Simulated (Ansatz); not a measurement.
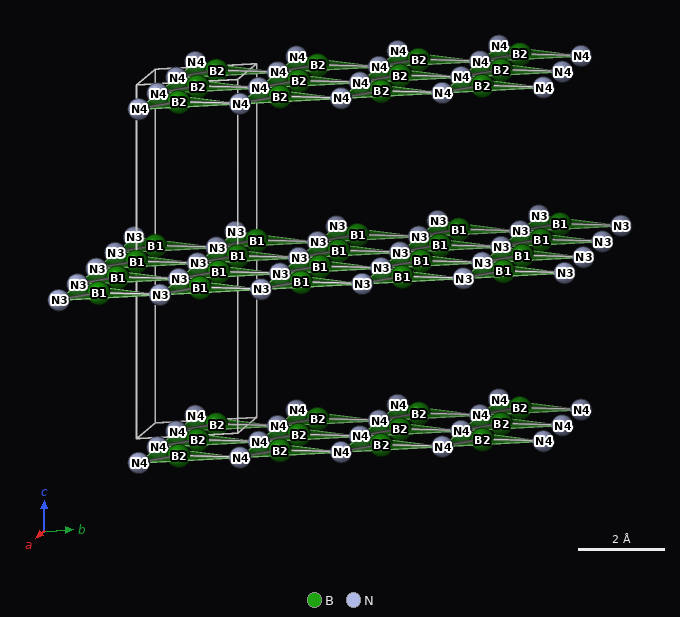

Figure 1. The structure of run 1 (polyhedral view of the cell of the calculation, repeated 3 × 4 × 1, seen slightly off an axis; polyhedra are completed across the faces of the cell; atoms are numbered from 1 in the order of the input). An atom can appear more than once, as a periodic image.

## Two runs on BN

System: BN (P-6m2, 4 atoms in the cell).
Method of run 1: DFT PBE, scalar-relativistic, plane waves, PAW, no spin polarisation (Ansatz 0.2.0).

The structure was made by a generator, so it may or may not be a known phase. Text and figures count atoms from 1; the logs count them from 0 in places.

## Input file, run 1
```yaml
crystal:
  lattice:
    - [2.5121490623, 0.0, 0.0]
    - [-1.2560745311, 2.175584906, 0.0]
    - [0.0, 0.0, 8.3518967055]
  atoms:
    - { symbol: B, position: [0.0, 0.0, 0.5] }
    - { symbol: B, position: [0.3333333333, 0.6666666667, 0.0] }
    - { symbol: "N", position: [0.3333333333, 0.6666666667, 0.5] }
    - { symbol: "N", position: [0.6666666667, 0.3333333333, 0.0] }
basis:
  ecutwfc: 420
kpoints:
  mp_grid: { grid: [12, 12, 4] }
hamiltonian:
  xc: pbe
scf:
  occupations: { method: fixed }
output:
  forces: true
  stress: true
  eigenvalues: true
relax:
  adjacent_minimum: "off"
  f_tol: 0.001
  max_steps: 60
  cell: { stress_tol: 0.01 }
```

Launched with:
```bash
ansatz run input.yaml --threads 1 --pin off --max-ram 2560MiB --backend cpu --events-out ev --progress --plain --runs-dir out
```

Hardware: 1 thread of Intel Xeon @ 2.70GHz, 189 GiB of memory available, shared host.

## Output, shortened to warnings, some set-up lines, iterations and results (run 1)
```
Basis set: ecut = 420 eV, 885 PW (Γ), exchange–correlation on 36×36×120 points (8 copies of the dense FFT grid, shifted against one another)
Symmetry: 12 space group operations
k-points: 57 of 576 (time reversal used)
Initial density: superposition of atomic densities (neutral atoms: chi_scale 0, normalization atom), corrected by the library's trained network
[...]
SCF iter   1: F=—  HF=-1084.859104 eV  |F-HF|=—  |Δ(HF+E_count)|=         —  Δρ=3.89e-3  dr2=2.41e-3  ethr=1.77e-3  ⟨swp⟩=5.2  Hψ=3618  notcnv=0  defer=111
SCF iter   2: F=—  HF=-1084.860212 eV  |F-HF|=—  |Δ(HF+E_count)|=   1.11e-3  Δρ=1.67e-3  dr2=3.91e-4  ethr=1.51e-5  ⟨swp⟩=2.6  Hψ=1641  notcnv=0  defer=114
SCF iter   3: F=—  HF=-1084.860550 eV  |F-HF|=—  |Δ(HF+E_count)|=   3.39e-4  Δρ=7.84e-4  dr2=6.84e-5  ethr=2.45e-6  ⟨swp⟩=2.0  Hψ=1156  notcnv=0  defer=113
SCF iter   4: F=—  HF=-1084.860696 eV  |F-HF|=—  |Δ(HF+E_count)|=   1.46e-4  Δρ=7.13e-5  dr2=8.74e-7  ethr=4.27e-7  ⟨swp⟩=2.2  Hψ=1252  notcnv=0  defer=112
SCF iter   5: F=-1084.860699 eV  HF=-1084.860699 eV  |F-HF|=5.41e-8  |Δ(HF+E_count)|=   2.96e-6  Δρ=9.61e-6  dr2=2.34e-8  ethr=5.46e-9  ⟨swp⟩=2.0  Hψ=1096  notcnv=0  defer=112
[... 128 lines ...]
SCF iter   4: F=—  HF=-1084.860823 eV  |F-HF|=—  |Δ(HF+E_count)|=   2.04e-9  Δρ=3.26e-7  dr2=2.11e-11  ethr=1.92e-12  ⟨swp⟩=2.0  Hψ=1140  notcnv=0  defer=114
SCF iter   5: F=—  HF=-1084.860823 eV  |F-HF|=—  |Δ(HF+E_count)|=  2.39e-11  Δρ=1.06e-7  dr2=3.33e-12  ethr=1.00e-12  ⟨swp⟩=1.2  Hψ=746  notcnv=0  defer=114
SCF iter   6: F=-1084.860823 eV  HF=-1084.860823 eV  |F-HF|=0.00e0  |Δ(HF+E_count)|=  1.82e-12  Δρ=4.69e-8  dr2=7.64e-13  ethr=1.00e-12  ⟨swp⟩=9.8  Hψ=3959  notcnv=0
SCF 18 converged in 6 iterations: F = -1084.860823 eV  dr2 = 7.64e-13
relax step  18: F+E_penalty+E_count = -1084.86082323 eV  Δ(F+E_penalty+E_count) = -2.102e-4 eV  max|allowed force component| = 3.539e-16 eV/Å  Δτ_max = 0.0000 Å  P = +0.002 …
basis re-selected at this cell: Δ(F+E_penalty+E_count) = -2.102e-4 eV, ΔP = +0.002 GPa vs the last step (what re-selecting the basis moved, of the pressure what is left beyond the Pulay correction that the steps carried, after the strain that the cell walked since its last selection, with what the …
SCF converged after 6 iterations
Free energy (F): -1084.860823 eV
Harris-Foulkes:  -1084.860823 eV  (|F-HF|=0.00e0)
Internal energy: -1084.860823 eV  (E = F + TS)
E sigma→0 (E₀):  -1084.860823 eV
Fermi energy:    2.389959 eV
--- Per-component energies (eV) ---
  E_band       = -75.605296
  E_kinetic    = 365.509698
  E_local      = -985.174421  (includes V_loc(G=0)·N_el)
  E_nonlocal   = 115.412049
  E_hartree    = 351.206145
  E_xc         = -184.003561
  E_vxc        = -228.218679  (∫ρ·V_xc dr)
  E_paw        = -413.512168  (= ΣΔE_a)
  E_vpaw       = -45.546414  (= ΣTr[D̂ρ^β])
  E_aug_tail   = 0.000198  (compensation charges beyond the density's cutoff)
  E_ewald      = -334.298764
  E_smearing   = -0.000000  (= −TS)
  E_closure    = -0.000000  (closes the sum)
  Σ components = -1084.860823   (vs F -1084.860823, Δ=0.00e0)
--- Forces (eV/Å), atoms counted from 1 ---
  atom   1  B     -0.00000000     0.00000000    -0.00000000
  atom   2  B     -0.00000000     0.00000000    -0.00000000
  atom   3  N      0.00000000    -0.00000000    -0.00000000
  atom   4  N      0.00000000    -0.00000000    -0.00000000
  max |Σ_I F_I| component: 9.53e-16 eV/Å
--- Stress (GPa, compression-positive) ---
       -0.000814       0.000000       0.000000
        0.000000      -0.000814      -0.000000
        0.000000      -0.000000       0.008025
  P = ⅓ Tr σ = 0.0021 GPa (0.021 kbar)
--- Relaxed structure (11 steps of the walk, 11 accepted, 7 SCFs on fresh bases) ---
  F+E_penalty+E_count = -1084.86082323 eV   max|allowed force component| = 3.539e-16 eV/Å   (the final SCF, on the basis selected at the relaxed cell)
  cell:  # Å, volume = 46.5530 Å³
    - [2.5121221233449935, -2.886722027745034e-11, -9.237352575474114e-19]
    - [-1.256061061647497, 2.1755615762401024, 4.6186762876450995e-19]
    - [-3.0710524188723445e-18, -1.2002143456040595e-32, 8.517955753078178]
  atoms:
    - { symbol: B, position: [-1.8503717076008813e-17, -2.3129646347434412e-17, 0.5000000000000001] }
[...]
```

For run 2 the input was changed thus:
```diff
-  occupations: { method: fixed }
+  occupations: { method: gaussian, width: 0.02 }
-  f_tol: 0.001
-  max_steps: 60
-  cell: { stress_tol: 0.01 }
+  f_tol: 0.01
+  max_steps: 80
+  cell: { stress_tol: 0.05 }
```

What does this change do to the results?

The total energy of run 2 is 0.03 meV per atom higher, which comes with the changed settings and measures no stability. The gap on the mesh goes from 4.35 to 4.39 eV. The volume per atom goes from 11.64 to 11.41 Å³. The SCF takes 9 iterations over all geometry steps against 102. On the same kind of shared host run 2 took about 0.11 times as long.

## Output, shortened to warnings, some set-up lines, iterations and results (run 2)
```
Basis set: ecut = 420 eV, 885 PW (Γ), exchange–correlation on 36×36×120 points (8 copies of the dense FFT grid, shifted against one another)
Symmetry: 12 space group operations
k-points: 57 of 576 (time reversal used)
Initial density: superposition of atomic densities (neutral atoms: chi_scale 0, normalization atom), corrected by the library's trained network
[...]
SCF iter   1: F=—  HF=-1084.859200 eV  |F-HF|=—  |Δ(HF+E_count)|=         —  Δρ=3.90e-3  dr2=2.43e-3  ethr=1.77e-3  ⟨swp⟩=6.7  Hψ=4340  notcnv=0
SCF iter   2: F=—  HF=-1084.860210 eV  |F-HF|=—  |Δ(HF+E_count)|=   1.01e-3  Δρ=1.66e-3  dr2=3.90e-4  ethr=1.52e-5  ⟨swp⟩=2.7  Hψ=1760  notcnv=0
SCF iter   3: F=—  HF=-1084.860550 eV  |F-HF|=—  |Δ(HF+E_count)|=   3.40e-4  Δρ=7.83e-4  dr2=6.81e-5  ethr=2.44e-6  ⟨swp⟩=2.0  Hψ=1206  notcnv=0
SCF iter   4: F=—  HF=-1084.860696 eV  |F-HF|=—  |Δ(HF+E_count)|=   1.46e-4  Δρ=7.28e-5  dr2=8.59e-7  ethr=4.26e-7  ⟨swp⟩=2.2  Hψ=1286  notcnv=0
SCF iter   5: F=-1084.860699 eV  HF=-1084.860699 eV  |F-HF|=5.45e-8  |Δ(HF+E_count)|=   3.12e-6  Δρ=9.24e-6  dr2=2.17e-8  ethr=5.37e-9  ⟨swp⟩=2.1  Hψ=1087  notcnv=0
SCF iter   6: F=-1084.860699 eV  HF=-1084.860699 eV  |F-HF|=6.76e-10  |Δ(HF+E_count)|=   6.32e-8  Δρ=2.29e-6  dr2=1.83e-9  ethr=1.36e-10  ⟨swp⟩=2.3  Hψ=2499  notcnv=0
SCF 1 converged in 6 iterations: F = -1084.860699 eV  dr2 = 1.83e-9
relax step   1: F+E_penalty+E_count = -1084.86069899 eV  Δ(F+E_penalty+E_count) = +0.000e0 eV  max|allowed force component| = 1.619e-16 eV/Å  Δτ_max = 0.0000 Å  P = +0.009 …
SCF iter   1: F=—  HF=-1084.860675 eV  |F-HF|=—  |Δ(HF+E_count)|=         —  Δρ=2.17e-6  dr2=1.48e-9  ethr=2.07e-8  ⟨swp⟩=3.5  Hψ=6506  notcnv=0
SCF iter   2: F=—  HF=-1084.860699 eV  |F-HF|=—  |Δ(HF+E_count)|=   2.42e-5  Δρ=8.05e-7  dr2=1.32e-10  ethr=9.23e-12  ⟨swp⟩=3.2  Hψ=1393  notcnv=0
SCF iter   3: F=-1084.860699 eV  HF=-1084.860699 eV  |F-HF|=2.72e-10  |Δ(HF+E_count)|=  5.72e-10  Δρ=4.19e-7  dr2=2.98e-11  ethr=1.00e-12  ⟨swp⟩=5.6  Hψ=3126  notcnv=0
SCF 2 converged in 3 iterations: F = -1084.860699 eV  dr2 = 2.98e-11
relax step   2: F+E_penalty+E_count = -1084.86069899 eV  Δ(F+E_penalty+E_count) = -8.442e-10 eV  max|allowed force component| = 1.133e-16 eV/Å  Δτ_max = 0.0000 Å  P = +0.009 …
basis re-selected at this cell: Δ(F+E_penalty+E_count) = -8.442e-10 eV, ΔP = -0.000 GPa vs the last step (what re-selecting the basis moved, of the pressure what is left beyond the Pulay correction that the steps carried, after the strain that the cell walked since its last selection, with what the …
SCF converged after 3 iterations
Free energy (F): -1084.860699 eV
Harris-Foulkes:  -1084.860699 eV  (|F-HF|=2.72e-10)
Internal energy: -1084.860699 eV  (E = F + TS)
E sigma→0 (E₀):  -1084.860699 eV
Fermi energy:    4.746633 eV
--- Per-component energies (eV) ---
  E_band       = -72.998695
  E_kinetic    = 365.511894
  E_local      = -958.448966  (includes V_loc(G=0)·N_el)
  E_nonlocal   = 115.412512
  E_hartree    = 339.147859
  E_xc         = -184.006774
  E_vxc        = -228.223668  (∫ρ·V_xc dr)
  E_paw        = -413.512108  (= ΣΔE_a)
  E_vpaw       = -45.546357  (= ΣTr[D̂ρ^β])
  E_aug_tail   = 0.000199  (compensation charges beyond the density's cutoff)
  E_ewald      = -348.965316
  E_smearing   = -0.000000  (= −TS)
  E_closure    = 0.000000  (closes the sum)
  Σ components = -1084.860699   (vs F -1084.860699, Δ=0.00e0)
--- Forces (eV/Å), atoms counted from 1 ---
  atom   1  B      0.00000000    -0.00000000    -0.00000000
  atom   2  B      0.00000000     0.00000000    -0.00000000
  atom   3  N      0.00000000    -0.00000000    -0.00000000
  atom   4  N      0.00000000     0.00000000    -0.00000000
  max |Σ_I F_I| component: 1.39e-16 eV/Å
--- Stress (GPa, compression-positive) ---
       -0.010376       0.000000      -0.000000
       -0.000000      -0.010376      -0.000000
       -0.000000      -0.000000       0.046772
  P = ⅓ Tr σ = 0.0087 GPa (0.087 kbar)
--- Relaxed structure (1 steps of the walk, 1 accepted, 1 SCFs on fresh bases) ---
  F+E_penalty+E_count = -1084.86069899 eV   max|allowed force component| = 1.133e-16 eV/Å   (the final SCF, on the basis selected at the relaxed cell)
  cell:  # Å, volume = 45.6464 Å³
    - [2.512149062273987, -2.886752983820801e-11, 0.0]
    - [-1.2560745311119934, 2.1755849060369616, 0.0]
    - [0.0, 0.0, 8.3518967055]
  atoms:
    - { symbol: B, position: [-1.8503717076008884e-17, -2.3129646347434486e-17, 0.5000000000000001] }
    - { symbol: B, position: [0.33333333333333326, 0.6666666666666666, 0.0] }
[...]
```

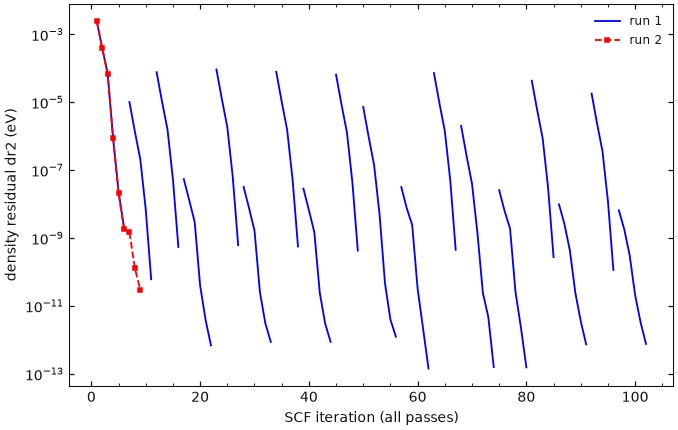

Figure 2. Convergence of the two runs: density residual dr2 against the SCF iteration. A break in a curve parts two SCF passes. Run 1 takes 102 iterations in all, and run 2 takes 9.

## The two runs side by side

```tsv
quantity	run 1	run 2
outcome	converged	converged
free energy per atom (eV)	−271.2152	−271.2152
gap on the mesh (eV)	4.35	4.39
pressure (GPa)	0.00	0.01
volume per atom (Å³)	11.64	11.41
largest force (eV/Å)	0.000	0.000
SCF iterations	102	9
irreducible k-points	57	57
wall time (shared host)	52 s	5.7 s
```
